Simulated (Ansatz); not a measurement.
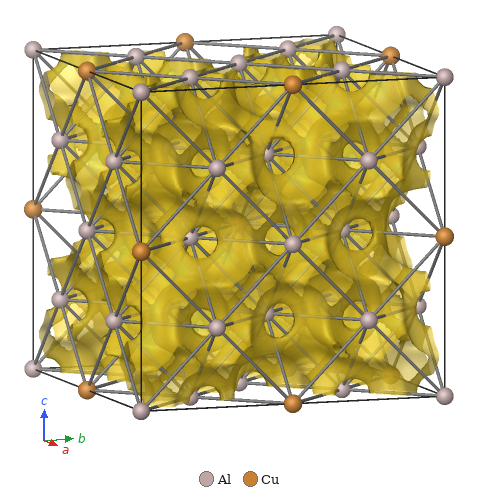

Al7Cu. Isosurface of the ELF at 0.55 (yellow), seen slightly off an axis. Only the valence region is drawn (cores and ρ < 0.01 e/Å³ removed). Sticks mark near contacts.

Space group Fm-3m; a structure generated by program, which may or may not match a known phase; computed without spin polarisation.

These are results of DFT PBE, scalar-relativistic, plane waves, PAW (Ansatz 0.2.0), not measurements.

**What do the ELF domains correspond to?**

The surface consists of one network that runs through the whole crystal, counted in one cell of 32 atoms. Any copies at cell faces, edges or corners count once. Profiles from the grid: Al–Al (2.81 Å): the ELF peaks at about 0.65 between the atoms. Al–Cu (2.81 Å): the ELF is about 0.40 at the midpoint.

**Does the calculation make it a metal, or give it a gap?**

It is metallic or semimetallic at this level of theory: no gap opens.
